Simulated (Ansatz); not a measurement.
Be

```
Be
1.0
    -2.15884    0.00000    0.00000
     0.00000    0.00000    3.41260
     1.07942    1.86961    0.00000
Be
2
Direct
  0.38039 0.25000 0.66667
  0.61961 0.75000 0.33333
```

Space group P2₁/m; changed on purpose from its base cell (mode 4 frozen in at -0.104 Å, equal normal strain along x, y and z -0.0250); not relaxed (largest force 0.9 eV/Å); computed pressure about 13 GPa in this cell.

Method: Ansatz 0.2.0, DFT PBE+D3(BJ), scalar-relativistic, plane waves, PAW.

### What will maps of the valence pseudo-density and electron localisation function show?

Be–Be (2.02 Å): ρ at the midpoint is about 0.34 e/Å³; the ELF peaks at about 0.65 between the atoms.
Be–Be (2.12 Å): ρ is about 0.32 e/Å³ halfway; the ELF peaks at about 0.65 between the atoms.
Be–Be (2.22 Å): ρ at the midpoint is about 0.3 e/Å³; the ELF peaks at about 0.60 between the atoms.
The ELF has a maximum of about 0.75 in the space between the atoms, on no atom or two-centre bond.

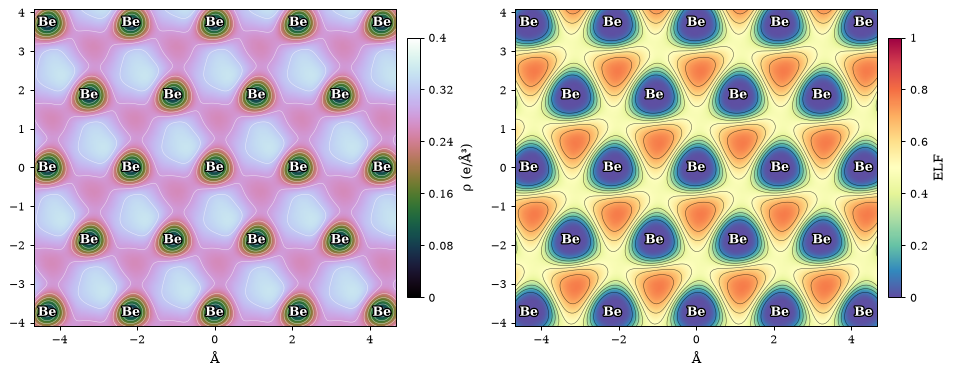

Computed valence pseudo-density and electron localisation function on the (010) plane of the conventional cell, in this order. 
